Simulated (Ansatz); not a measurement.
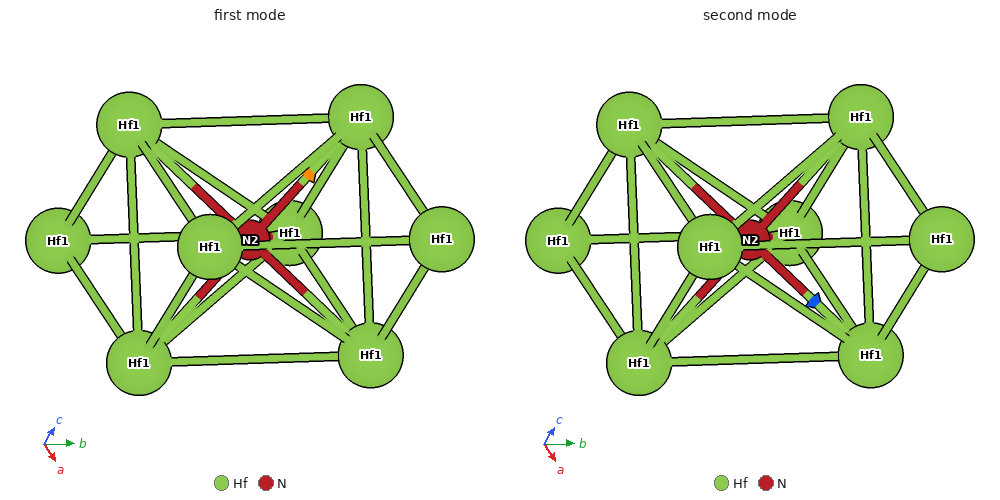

The system is HfN (Fm-3m, No. 225; 2 atoms in the cell); the picture shows the reference structure; its two panels give the patterns of the first and the second mode as arrows. 
- The energy is mapped over two normal modes frozen in (zone-centre modes of the 2-atom cell of this scan).
- Coordinates scanned: (1) amplitude of mode 4 (515 cm⁻¹), largest displacement; (2) amplitude of mode 6 (515 cm⁻¹), largest displacement.
- Nothing is relaxed (the cell and all other modes fixed).
- The scan uses a 7 × 7 grid; 10 points were computed and 39 follow by symmetry.
- Points are written as (first, second).
- All energies are given in meV per cell relative to the lowest grid point.
- These are results of DFT LDA, scalar-relativistic, plane waves, PAW (Ansatz), not measurements. Settings: cutoff 520 eV, k-mesh 18×18×18, gaussian smearing 0.15 eV, no spin polarisation.

Its coordinates:

```
CELL_PARAMETERS angstrom
0.00000 2.23398 2.23398
2.23398 0.00000 2.23398
2.23398 2.23398 0.00000
ATOMIC_POSITIONS crystal
Hf 0.00000 0.00000 0.00000
N 0.50000 0.50000 0.50000
```

The input of one point:

```yaml
crystal:
  lattice:
    - [0.0, 2.2339756793, 2.2339756793]
    - [2.2339756793, 0.0, 2.2339756793]
    - [2.2339756793, 2.2339756793, 0.0]
  atoms:
    - { symbol: Hf, position: [0.0, 0.0, 0.0] }
    - { symbol: "N", position: [0.5, 0.5, 0.5] }
basis:
  ecutwfc: 520.0
kpoints:
  mp_grid: { grid: [18, 18, 18] }
hamiltonian:
  xc: lda
  pseudopotentials: { kind: paw, azcp: { folder: soft_1 } }
scf:
  occupations: { method: gaussian, width: 0.15 }
output:
  forces: true
  stress: true
  eigenvalues: true
  write_density: true
  write_potential: true
  elf: true
  volumetric_format: npy
```

Range: amplitude of mode 4 (515 cm⁻¹), largest displacement from −0.09 to 0.09 Å; amplitude of mode 6 (515 cm⁻¹), largest displacement from −0.09 to 0.09 Å.

Predict the map.

The lowest grid point is at (0.00 Å, 0.00 Å). No other kind of well shows on this grid. The highest grid point, (−0.09 Å, −0.09 Å), lies 118 meV above the lowest.

| second ↓, first → | −0.09 | −0.06 | −0.03 | 0.00 | 0.03 | 0.06 | 0.09 |
| --- | --- | --- | --- | --- | --- | --- | --- |
| 0.09 | 118 | 86 | 66 | 60 | 66 | 86 | 118 |
| 0.06 | 86 | 53 | 33 | 27 | 33 | 53 | 86 |
| 0.03 | 66 | 33 | 13 | 7 | 13 | 33 | 66 |
| 0.00 | 60 | 27 | 7 | 0 | 7 | 27 | 60 |
| −0.03 | 66 | 33 | 13 | 7 | 13 | 33 | 66 |
| −0.06 | 86 | 53 | 33 | 27 | 33 | 53 | 86 |
| −0.09 | 118 | 86 | 66 | 60 | 66 | 86 | 118 |

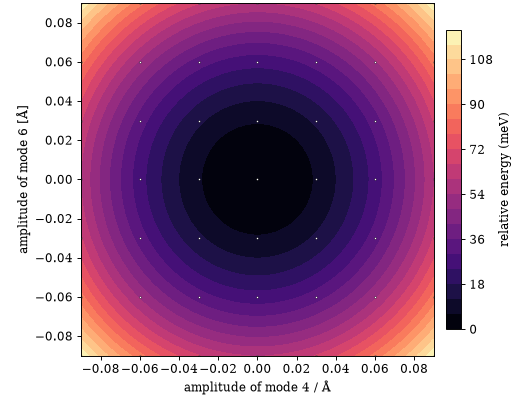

Drawn: filled contours, dots at the grid points. Between grid points the surface is interpolated.

The whole map (10 points run) took 17 min on 1 thread of Arm Neoverse N1, with other jobs on the host.
